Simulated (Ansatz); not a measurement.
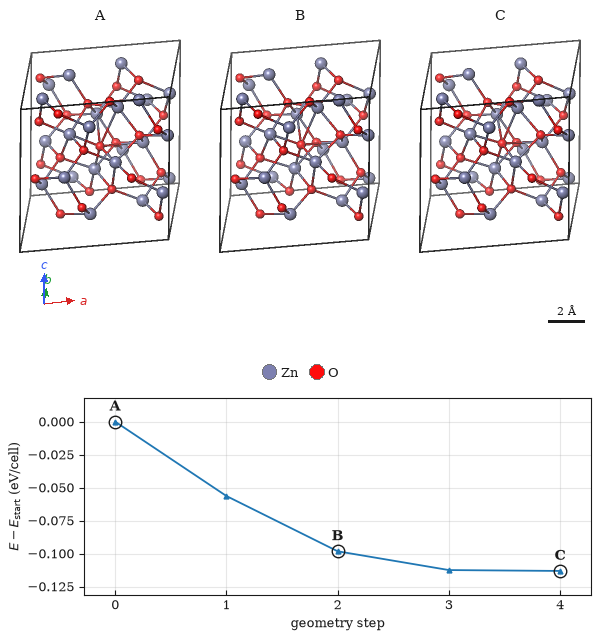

Frames of a relaxation of a defect cell of composition Zn24O25 (cell charge −1), marked on the history of the run. Style: ball-and-stick. Shown: the cell of the calculation (origin shifted), from a free direction.

Case: O interstitial, charge -1, atoms relaxed at the host's cell.

These are results of DFT PBE, scalar-relativistic, plane waves, PAW (Ansatz), not measurements. Set-up: plane-wave cutoff 420 eV; k-point mesh 2 × 2 × 2; occupations gaussian; smearing width 0.01 eV; mesh shifted by (0.5, 0.5, 0.5); collinear spin; atoms relaxed in a fixed cell; force threshold 0.025 eV/Å; at most 45 steps.

Q: Describe the path.

A: An O atom moves most: 0.22 Å along [1 1 1]. By element the largest moves are O 0.22 Å, Zn 0.06 Å. The cell doesn't change. Among the contacts that change: O–Zn 2.649 → 2.449 Å, O–Zn 1.936 → 1.986 Å, O–Zn 1.968 → 1.998 Å, O–Zn 2.100 → 2.130 Å. Among the angles between lasting bonds that change: O–Zn–O 123.7° → 130.3°, Zn–O–Zn 108.9° → 103.0°, O–Zn–O 179.0° → 174.0°. Over 4 geometry steps the energy falls by 0.113 eV per cell of the calculation. Largest force component: 0.38 eV/Å at the start, 0.01 eV/Å at the end. From step 0 to 2: an O atom moves most (0.12 Å), energy −98.3 meV per cell of the calculation. From step 2 to 4: an O atom moves most (0.10 Å), energy −14.9 meV per cell of the calculation.

```
step  E − E(0), meV/atom  largest force component, eV/Å
   0                0.00                         0.3775
   1               -1.15                         0.2864
   2               -2.01                         0.2005
   3               -2.30                         0.0539
   4               -2.31                         0.0101
```

Limits of the set-up: the periodic images lie only 8.4 Å apart, so the values are limited by the cell's size; the cell is charged, on a uniform background, and energies carry no finite-size correction.
